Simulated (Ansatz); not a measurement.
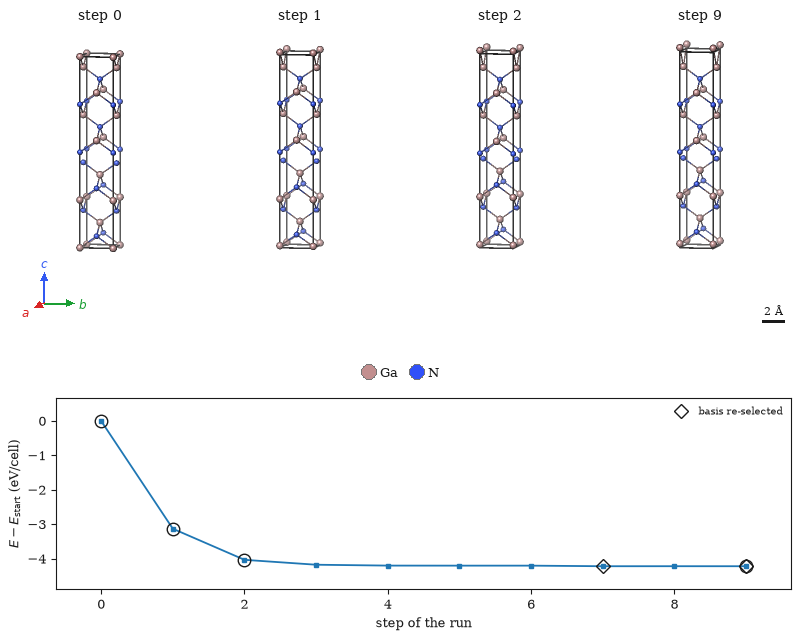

Frames of a relaxation of an interface cell of composition GaN, marked on the history of the run. A ball-and-stick model of the cell of the calculation, reduced to other axes, seen slightly off an axis. Lengths and directions refer to the drawn axes.

Case: antiphase boundary on (0 0 1), species swapped.

Computed with DFT PBE, scalar-relativistic, plane waves, PAW (Ansatz).

Input
```yaml
crystal:
  lattice:
    - [3.2162589221, 0.0, 0.0]
    - [0.0, 3.2162589221, 0.0]
    - [0.0, 0.0, 18.1939079512]
  atoms:
    - { symbol: Ga, position: [0.0, 0.0, 0.0] }
    - { symbol: Ga, position: [0.5, 0.5, 0.125] }
    - { symbol: "N", position: [0.0, 0.5, 0.1875] }
    - { symbol: "N", position: [0.5, 0.0, 0.0625] }
    - { symbol: Ga, position: [0.0, 0.0, 0.25] }
    - { symbol: Ga, position: [0.5, 0.5, 0.375] }
    - { symbol: "N", position: [0.0, 0.5, 0.4375] }
    - { symbol: "N", position: [0.5, 0.0, 0.3125] }
    - { symbol: "N", position: [0.0, 0.0, 0.5] }
    - { symbol: "N", position: [0.5, 0.5, 0.625] }
    - { symbol: Ga, position: [0.0, 0.5, 0.6875] }
    - { symbol: Ga, position: [0.5, 0.0, 0.5625] }
    - { symbol: "N", position: [0.0, 0.0, 0.75] }
    - { symbol: "N", position: [0.5, 0.5, 0.875] }
    - { symbol: Ga, position: [0.0, 0.5, 0.9375] }
    - { symbol: Ga, position: [0.5, 0.0, 0.8125] }
basis:
  ecutwfc: 420
kpoints:
  mp_grid: { grid: [8, 8, 2] }
hamiltonian:
  xc: pbe
scf:
  occupations: { method: gaussian, width: 0.05 }
output:
  forces: true
  stress: true
  eigenvalues: true
  populations: true
  write_density: true
  write_potential: true
  elf: true
  volumetric_format: npy
relax:
  adjacent_minimum: "off"
  f_tol: 0.02
  max_steps: 45
  cell: { fix: [a, b, alpha, beta, gamma], stress_tol: 0.1 }
```

Command:
```bash
ansatz run input.yaml --threads 2 --pin off --max-ram 5120MiB --backend cpu --events-out ev --progress --plain --runs-dir out
```

Describe the path.

The energy falls by 4.216 eV per cell of the calculation in 7 accepted moves (9 points after the start). The largest force component goes from 9.8 to 0.0073 eV/Å. Pressure: 9.83 GPa at the start and 0.71 GPa at the end. The SCF was repeated twice at an unchanged geometry on a basis and grid sized afresh for the cell, which shifted the energy by 17.0 meV per cell of the calculation at most. The largest moves relative to the cell, 0.40 Å, are those of Ga1 and Ga15. Ga15 goes along −c. By element the largest moves are Ga 0.40 Å, N 0.38 Å. The volume changes by +2.5 %, with a = b unchanged at 3.216 Å, c 18.194 → 18.652 Å (+2.5 %). Near-neighbour distances that change, for instance: Ga1–Ga15 1.970 → 2.535 Å, Ga11–N13 1.970 → 1.979 Å, Ga2–N3 1.970 → 1.962 Å, Ga1–N4 1.970 → 1.974 Å. Bond angles that change, for instance: Ga15–Ga1–Ga15 109.5° → 78.8°, N4–Ga1–Ga15 109.5° → 116.6°. From step 0 to 1: Ga atoms move most (0.20 Å), volume +1.2 %, energy −3.128 eV per cell of the calculation. From step 1 to 2: N and Ga atoms move most (0.20 Å), volume +0.4 %, energy −0.903 eV per cell of the calculation. From step 2 to 9: Ga atoms move most (0.11 Å), volume +1.0 %, energy −0.186 eV per cell of the calculation.

```csv
step,"E − E(0), meV/atom","largest force component, eV/Å","pressure, GPa","volume, Å³/atom",note
0,0.00,9.7536,9.83,11.763,
1,-195.49,2.5947,3.65,11.899,
2,-251.91,1.2012,1.35,11.944,
3,-260.80,0.4388,0.96,12.068,
4,-262.37,0.1207,0.79,12.051,
5,-262.45,0.0232,0.74,12.047,
6,-262.46,0.0028,0.76,12.046,
7,-263.52,0.0029,0.87,12.046,"same geometry, new basis"
8,-263.49,0.0073,0.71,12.059,
9,-263.52,0.0073,0.71,12.059,"same geometry, new basis"
```
